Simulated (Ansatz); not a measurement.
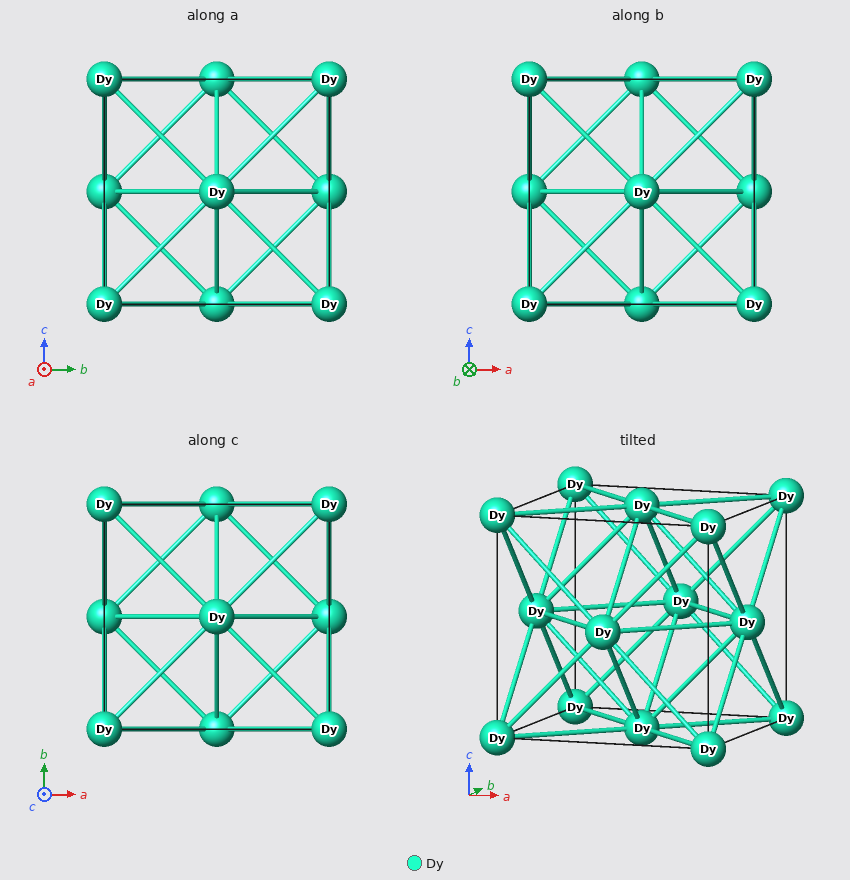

Crystal structure, ball-and-stick style, seen along the a axis, along the b axis, along the c axis and slightly off an axis. The lines enclose the conventional unit cell; boundary atoms appear with their images.

Lattice parameters: a = 5.014 Å, b = 5.014 Å, c = 5.014 Å, α = 90.00°, β = 90.00°, γ = 90.00°.

Set out the cell and atoms as a table of Wyckoff sites.

Space group Fm-3m (No. 225).
```csv
atom,site,x,y,z
Dy,4a,0.0000,0.0000,0.0000
```

Starting structure: a structure type filled with this element by a generator (whether the element takes this form wasn't checked). Earlier steps of the study may have refined or changed the cell and positions. Ansatz was used for an electronic-structure calculation on it.
